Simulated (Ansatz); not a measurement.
## Cu12Cl: geometry relaxation (part 3 of 3)

Continued. System: Cu12Cl (slab, 13 atoms in the cell). Method: DFT PBE, scalar-relativistic, plane waves, PAW, PAW set soft_1, no spin polarisation (Ansatz 0.2.0); cutoff 420 eV, 5×5×1 k-mesh, Gaussian smearing of 0.1 eV. The structure derives from an entry of the Crystallography Open Database. The input holds or restrains some coordinates. Forces given for the steps count only the free coordinates.

Geometry of the input (Å; fractional positions):
```
5.1320  0.0000  0.0000
0.0000  5.1320  0.0000
0.0000  0.0000  19.0279
Cu 0.2500  0.2500  0.2102
Cu 0.2500  0.7500  0.2102
Cu 0.7500  0.2500  0.2102
Cu 0.7500  0.7500  0.2102
Cu 0.0000  0.0000  0.3029
Cu 0.0000  0.5000  0.3029
Cu 0.5000  0.0000  0.3029
Cu 0.5000  0.5000  0.3029
Cu 0.2500  0.2500  0.3956
Cu 0.2500  0.7500  0.3956
Cu 0.7500  0.2500  0.3956
Cu 0.7500  0.7500  0.3956
Cl 0.2500  0.3333  0.5083
```

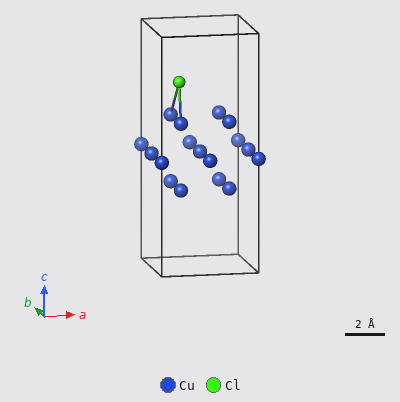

Fig. 1: The geometry at step 3 of the log (ball-and-stick view of the cell of the calculation, with the vacuum cut short, seen slightly off an axis).

## Summary

| quantity | value |
| --- | --- |
| outcome | converged under the restraints of the input |
| electrons treated | 235 |
| free energy | −80578.2805 eV |
| work function, top face | 6.10 eV |
| work function, bottom face | 4.55 eV |
| Fermi energy | 1.226 eV |
| gap on the k-point mesh | none (metallic) |
| final volume | 501.14 Å³ |
| work function (upper face) | 6.10 eV |
| largest force (length of the vector) at the end, held atoms and coordinates included | 0.271 eV/Å |
| hardware | 8 threads of Arm Neoverse N1, 98 GiB of memory available, shared host |
| wall time | 62 s (CPU time 7.7 min) |
| peak memory | 2.7 GiB |

The program warns: the density in the vacuum is higher than it should be, so vacuum levels may be off. The run has no spin polarisation, so a magnetic state may lie lower.
